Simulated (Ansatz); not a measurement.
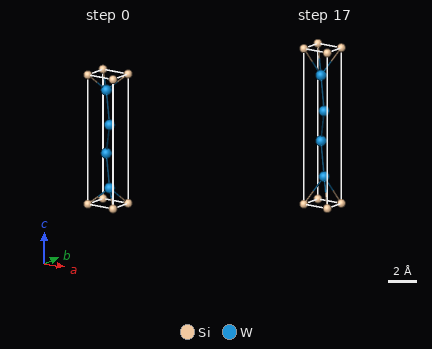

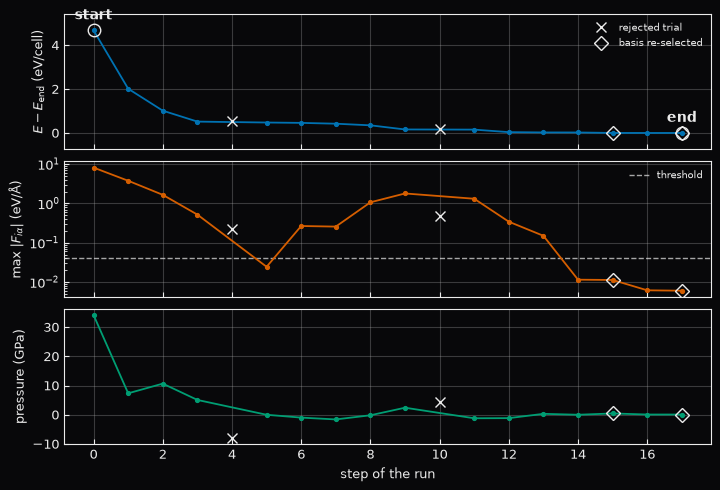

First and last geometry of a relaxation of a crystal of SiW$_{4}$ (a generated structure, set up in P-3m1) (coarse preliminary run), with the history of the run. Style: ball-and-stick. Shown: the cell of the calculation, slightly off an axis.

Level of theory: Ansatz 0.2.0, DFT PBE, scalar-relativistic, plane waves, PAW. Set-up: plane-wave cutoff 420 eV; k-point mesh 6 × 6 × 2; occupations gaussian; smearing width 0.1 eV; no spin polarisation; cell and atoms relaxed; force threshold 0.04 eV/Å; at most 70 steps.

Did the run converge, and what did it change?

Answer. It converged. The largest moves relative to the cell, 0.59 Å, are those of W atoms. Si stays in place. Cell: a = b 3.006 → 2.797 Å (−7.0 %), c 9.667 → 11.632 Å (+20.3 %). Volume +4.2 %. Some distances before and after: W–W 3.121 → 4.587 Å, Si–W 2.167 → 2.686 Å, W–W 3.006 → 2.797 Å, W–W 2.947 → 2.952 Å. Among the angles between lasting bonds that change: W–Si–W 92.1° → 117.3°, W–Si–W 87.9° → 62.7°. The space group stays P-3m1 (No. 164). Over 13 accepted moves (17 points after the start) the energy falls by 4.673 eV per cell of the calculation. The largest force component goes from 8.2 to 0.006 eV/Å. The pressure goes from 34.12 to 0.08 GPa. The line search rejected the trial steps at points 4, 10 of the run. At 2 points the geometry stayed and the basis and grid were re-selected for the new cell (energy shift of 21.4 meV per cell of the calculation at most each time).

```csv
step,"E − E(0), meV/atom","largest force component, eV/Å","pressure, GPa","volume, Å³/atom",note
0,0.00,8.1560,34.12,15.134,
1,-531.80,3.7692,7.33,15.941,
2,-731.63,1.6531,10.65,15.481,
3,-831.14,0.5192,5.07,15.718,
4,-825.57,0.2278,-8.02,16.477,rejected
5,-839.50,0.0244,-0.01,15.959,
6,-842.76,0.2665,-0.98,15.992,
7,-850.33,0.2572,-1.60,15.976,
8,-865.08,1.0679,-0.18,15.802,
9,-902.71,1.7922,2.41,15.642,
10,-902.70,0.4924,4.47,15.534,rejected
11,-904.12,1.3152,-1.21,15.866,
12,-927.18,0.3427,-1.16,15.806,
13,-929.84,0.1499,0.31,15.723,
14,-930.13,0.0115,0.00,15.739,
15,-934.41,0.0113,0.44,15.739,"same geometry, new basis"
16,-934.58,0.0062,0.08,15.764,
17,-934.59,0.0060,0.08,15.764,"same geometry, new basis"
```
